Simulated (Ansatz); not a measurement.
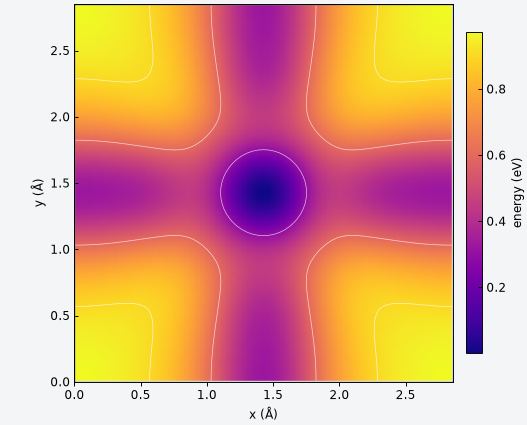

S on a W(100) slab cut from the Fm-3m phase, its upper half relaxed before the scan (3 atoms of substrate and one adsorbate in a 1 × 1 cell). S is moved over the surface cell; relaxed at each place: the height of the adsorbate's atoms; substrate rigid; the origin of the map has the adsorbate above W3. Places are given modulo a cell vector. The map is drawn in real space over the plane of the surface. The grid has 6 × 6 points; 10 points were computed and 26 follow by symmetry. Energies: eV, counted from the lowest grid point. With one adsorbate in each 1 × 1 cell, its nearest image is 2.9 Å away, so neighbouring adsorbates interact. Level of theory: DFT PBE, scalar-relativistic, plane waves, PAW in Ansatz 0.2.0. Settings: cutoff 420 eV, k-mesh 9×9×1, gaussian smearing 0.1 eV, no spin polarisation.

Drawn: a smooth colour map with a few white contour lines, the outline of one cell of the plane. Between grid points the surface is interpolated.

The lowest grid point is at a fourfold hollow over a second-layer W atom, (3/6, 3/6) of the cell vectors. There is a further well near a bridge site between two W atoms, (0/6, 3/6) of the cell vectors (0.32 eV above the lowest at that grid point). The highest grid point, the top site over a surface W atom, (0/6, 0/6) of the cell vectors, lies 0.97 eV above the lowest. On the interpolated surface the easiest way out of the lowest well to the well at a bridge site between two W atoms, (0/6, 3/6) of the cell vectors passes a barrier of about 0.45 eV. At the lowest point the adsorbate has 4 W at 2.46 Å as nearest neighbours, at the highest 1 W at 2.21 Å. Its relaxed height above the top atom is 1.40 Å at the lowest and 2.21 Å at the highest point.

S is replaced by C; all else is set up alike.

What will the new map look like?

Answer. The lowest place stays at a fourfold hollow over a second-layer W atom, (3/6, 3/6) of the cell vectors. The span from the lowest to the highest grid point grows from 0.97 to 4.49 eV. The easiest pass out of the lowest well goes from about 0.45 to about 2.9 eV on the interpolated surfaces. In the new map: at the lowest point the adsorbate has 4 W at 2.06 Å as nearest neighbours, at the highest 1 W at 1.86 Å. Its relaxed height above the top atom is 0.41 Å at the lowest and 1.86 Å at the highest point.

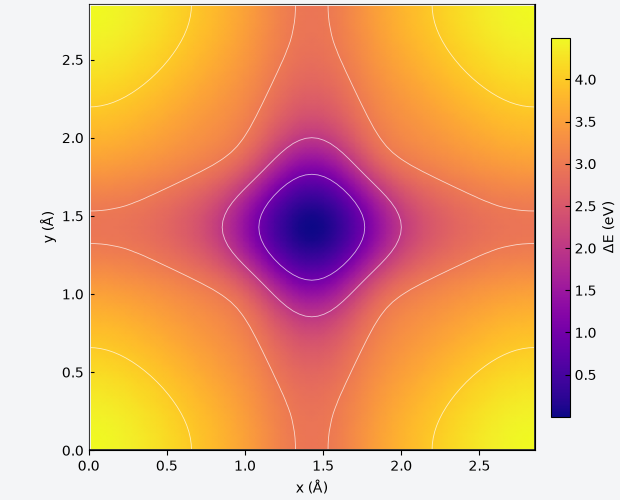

The map after the change, on a colour scale of its own. The picture shows a smooth colour map with a few white contour lines, the outline of one cell of the plane. Between grid points the surface is interpolated.

PAW datasets: the set soft_1.
